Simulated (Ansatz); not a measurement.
**Single-point calculation of C**

System: C (6 atoms in the cell).
Method: DFT, PBE, dispersion d3bj, plane waves, PAW, no spin polarisation (Ansatz 0.2.0).

The structure derives from a Materials Project entry. Some settings of this run were made unusual or wrong on purpose. Figures and captions count atoms from 1; the log counts them from 0 in places.

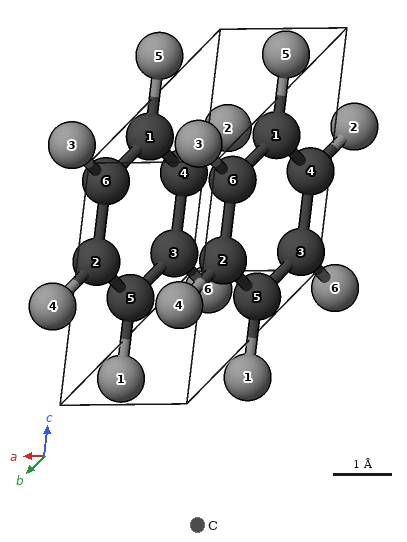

*The structure as given in the input (ball-and-stick view of the cell of the calculation, seen at an oblique angle; neighbours outside the cell are drawn fainter; atoms are numbered from 1 in the order of the input).*

Near neighbours in the crystal (not all of them lie inside the picture): C has 3 C at 1.42 Å.

The input:
```yaml
crystal:
  lattice:
    - [1.4021419499, 0.0, -3.36549438]
    - [-2.1347530607, -3.6975337778, 0.0110473885]
    - [-2.1347530607, 3.6975337778, 0.0110473885]
  atoms:
    - { symbol: C, position: [0.9997761105, 0.4999253896, 0.8332587229] }
    - { symbol: C, position: [0.9997761105, 0.8332587229, 0.4999253896] }
    - { symbol: C, position: [0.9997761105, 0.1665920562, 0.1665920562] }
    - { symbol: C, position: [0.0002238895, 0.1667412771, 0.5000746104] }
    - { symbol: C, position: [0.0002238895, 0.5000746104, 0.1667412771] }
    - { symbol: C, position: [0.0002238895, 0.8334079438, 0.8334079438] }
basis:
  ecutwfc: 420
  ecutrho_ratio: 2
kpoints:
  mp_grid: { grid: [12, 8, 8] }
hamiltonian:
  xc: pbe
  dispersion: d3bj
scf:
  occupations: { method: gaussian, width: 0.01 }
  max_iter: 100
output:
  forces: true
  eigenvalues: true
  stress: true
```

Machine: 1 thread of Intel Xeon (Granite Rapids), 128 GiB of memory available, shared host.

Command:
```bash
ansatz run input.yaml --threads 1 --pin off --max-ram 2560MiB --backend cpu --events-out ev --progress --plain --runs-dir out
```

The program's output:
```
Warning: basis.ecutrho_ratio = 2 (ecutrho = 840 eV) is below the records' recommended 1680 eV
settings of this run that can trade accuracy for cost: basis.ecutrho_ratio < 4. Do not mix this run's numbers with those of runs without the same settings; the input reference describes each key
Engine: ansatz 0.2.0, x86_64-unknown-linux-gnu
Pseudopotentials: kind: paw
Pseudopotential: C, paw, valence charge 4, recommended cutoff 420 eV (normal), C.paw.azcp
Functional definition: PBE
  parameter kappa = 0.804
  parameter beta = 0.06672455060314922
  exchange = pbe_x(kappa = kappa, mu = beta*pi^2/3)
  correlation = pbe_c(beta = beta)
Crystal: 6 atoms, lattice volume = 53.015 Å³
Basis set: ecut = 420 eV, 1029 PW (Γ), exchange–correlation on 48×60×60 points (8 copies of the dense FFT grid, shifted against one another)
Bands: 18, of which v1, the nominal top of the filled ones, is band 12 counted from 1 (11 counted from 0)
Symmetry: 12 space group operations
Space group: C2/m (ITA 12), of the structure as read, at distance tolerance 3.8e-5 Å
k-points: 222 of 768
Non-local potential: C, projectors of the file, l = 0: 2, l = 1: 2, l = 2: 1
PAW form: soft (Blöchl's): semilocal exchange-correlation on the pseudo side does not see the compensation charge
PAW one-centre angular grid: C, 110 points (default); XC on 64 Gauss nodes
Initial density: superposition of atomic densities (neutral atoms: chi_scale 0, normalization atom), corrected by the library's trained network
Initial wavefunctions: pseudopotential atomic-orbital guess
Functional: x = pbe(κ = 0.804, μ = 0.2195149727645171), c = pbe(β = 0.06672455060314922)
SCF iter   1: F=—  HF=-1506.519309 eV  |F-HF|=—  |Δ(HF+E_count)|=         —  Δρ=2.49e-3  dr2=2.72e-3  ethr=1.77e-3  ⟨swp⟩=6.4  Hψ=20950  notcnv=0
preconditioner: auto → none  [insulator: Δε(μ)=0.644 eV  Ē_g=15.645 eV  σ=0.010 eV  W_gap=1.00  n_scr=12 (ndim 8)  ℏωp=25.0 eV  f_vac=0.000  D(μ)=0.00/eV (n_scr^D=0)  ε∞_Penn≈3.6]
SCF iter   2: F=—  HF=-1506.519568 eV  |F-HF|=—  |Δ(HF+E_count)|=   2.59e-4  Δρ=1.03e-3  dr2=3.03e-4  ethr=1.13e-5  ⟨swp⟩=2.6  Hψ=9160  notcnv=0  defer=347
SCF iter   3: F=—  HF=-1506.519905 eV  |F-HF|=—  |Δ(HF+E_count)|=   3.37e-4  Δρ=2.04e-4  dr2=4.42e-6  ethr=1.26e-6  ⟨swp⟩=2.0  Hψ=7177  notcnv=0  defer=125
automatic band count: iteration 3 solves 17 bands in place of 18: the levels show a gap, and the empty bands left out lie too high to hold charge; the band table lists the bands solved (type scf.n_extra_bands for more)
SCF iter   4: F=—  HF=-1506.519922 eV  |F-HF|=—  |Δ(HF+E_count)|=   1.67e-5  Δρ=1.07e-5  dr2=2.44e-8  ethr=1.84e-8  ⟨swp⟩=2.0  Hψ=6692  notcnv=0  defer=125
iter 5 did not close the SCF: its close was put off for the readings that it lacked (scf_convergence_deferred on its scf_iter line)
SCF iter   5: F=-1506.519922 eV  HF=-1506.519922 eV  |F-HF|=1.76e-9  |Δ(HF+E_count)|=   7.98e-8  Δρ=1.76e-6  dr2=5.73e-10  ethr=1.02e-10  ⟨swp⟩=2.2  Hψ=6356  notcnv=0  defer=125
SCF iter   6: F=-1506.519922 eV  HF=-1506.519922 eV  |F-HF|=2.43e-11  |Δ(HF+E_count)|=   1.99e-9  Δρ=1.51e-7  dr2=5.55e-12  ethr=2.39e-12  ⟨swp⟩=2.9  Hψ=12621  notcnv=0
SCF 1 converged in 6 iterations: F = -1506.519922 eV  dr2 = 5.55e-12
  greatest PAW one-centre occupation: 0.673 electrons in one spin orbital (limit 2), on the C atom at site 5 (counted from 0), in its partial waves of l = 0
```

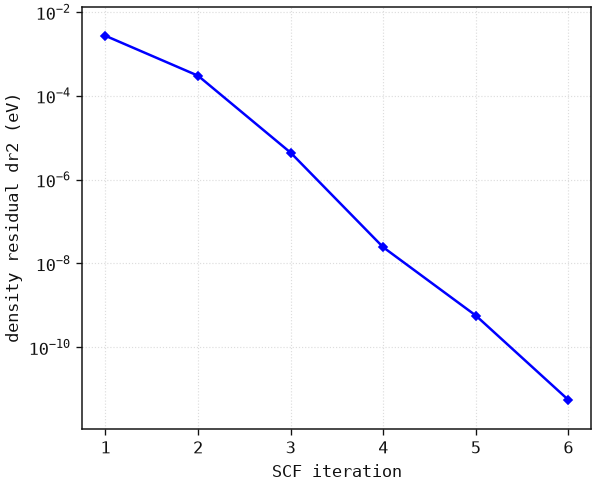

*Convergence of the self-consistent field: density residual dr2 against the SCF iteration.*

The residual falls at every step.

```
SCF converged after 6 iterations
Free energy (F): -1506.519922 eV
Harris-Foulkes:  -1506.519922 eV  (|F-HF|=2.43e-11)
Internal energy: -1506.519922 eV  (E = F + TS)
E sigma→0 (E₀):  -1506.519922 eV
Fermi energy:    6.975264 eV
--- Per-component energies (eV) ---
  E_band       = -51.735694
  E_kinetic    = 545.662966
  E_local      = -917.989274  (includes V_loc(G=0)·N_el)
  E_nonlocal   = 163.872505
  E_hartree    = 277.150452
  E_xc         = -288.110894
  E_vxc        = -356.742899  (∫ρ·V_xc dr)
  E_paw        = -596.083020  (= ΣΔE_a)
  E_vpaw       = -40.843202  (= ΣTr[D̂ρ^β])
  E_aug_tail   = 0.003317  (compensation charges beyond the density's cutoff)
  E_ewald      = -690.088853
  E_disp       = -0.937122  (pairwise vdW)
  E_smearing   = -0.000000  (= −TS)
  E_closure    = 0.000000  (closes the sum)
  Σ components = -1506.519922   (vs F -1506.519922, Δ=0.00e0)
--- Forces (eV/Å), atoms counted from 1 ---
  atom   1  C      0.00003186    -0.00000000    -0.00077259
  atom   2  C      0.00003186    -0.00000000    -0.00077259
  atom   3  C      0.00003186    -0.00000000    -0.00077259
  atom   4  C     -0.00003186     0.00000000     0.00077259
  atom   5  C     -0.00003186     0.00000000     0.00077259
  atom   6  C     -0.00003186     0.00000000     0.00077259
  max |Σ_I F_I| component: 4.63e-18 eV/Å
--- Stress (GPa, compression-positive) ---
        0.154361       0.000000      -0.004532
        0.000000       0.155621      -0.000000
       -0.004532      -0.000000       0.149859
  P = ⅓ Tr σ = 0.1533 GPa (1.533 kbar)
--- Band table (eV; the first three rows and the last of 222) ---
  k-point 0: bands = ["-12.6812", "-5.6559", "-5.6559", "-5.5611", "-5.5611", "-3.5746", "-3.5746", "0.4137", "3.9668", "3.9669", "6.6518", "6.6518", "7.3007", "7.3007", "11.2518", "15.3596", "15.3601"]
  k-point 1: bands = ["-12.5523", "-6.8239", "-6.3795", "-5.4782", "-4.6848", "-3.0233", "-2.7187", "0.5142", "3.4822", "3.6987", "5.5133", "6.1426", "7.9420", "8.3484", "11.4866", "15.4521", "15.8565"]
  k-point 2: bands = ["-12.1674", "-8.2512", "-6.9139", "-5.8856", "-3.5432", "-1.9680", "-1.2067", "0.8198", "2.2838", "2.9499", "4.2278", "5.5014", "8.5974", "9.7786", "12.1817", "15.7411", "16.7060"]
  k-point 221: bands = ["-10.4542", "-10.4542", "-7.3425", "-6.2966", "-0.8023", "-0.8023", "0.5545", "0.5545", "0.5949", "0.8223", "0.8223", "4.9766", "8.9804", "13.5878", "13.5878", "14.5763", "16.9361"]
settings of this run that can trade accuracy for cost: basis.ecutrho_ratio < 4. Do not mix this run's numbers with those of runs without the same settings; the input reference describes each key
```

What the run reported:

```json
{"quantity": "outcome", "value": "converged"}
{"quantity": "space group (tolerance 0.01 Å)", "value": "R-3m (166)"}
{"quantity": "electrons treated", "value": "24"}
{"quantity": "free energy", "value": "−1506.5199 eV"}
{"quantity": "Fermi energy", "value": "6.975 eV"}
{"quantity": "gap on the k-point mesh", "value": "0.65 eV"}
{"quantity": "pressure", "value": "0.15 GPa"}
{"quantity": "largest force (length of the vector)", "value": "0.001 eV/Å"}
{"quantity": "wall time", "value": "8.5 s"}
{"quantity": "peak memory", "value": "0.49 GiB"}
```

The input was spoiled on purpose: a density cutoff under the waves' (`basis.ecutrho_ratio`). The density grid cannot represent the products of the waves. The program still converged, but the numbers can't be taken as results for the intended system. The program warns: the cutoff is below the recommended one.
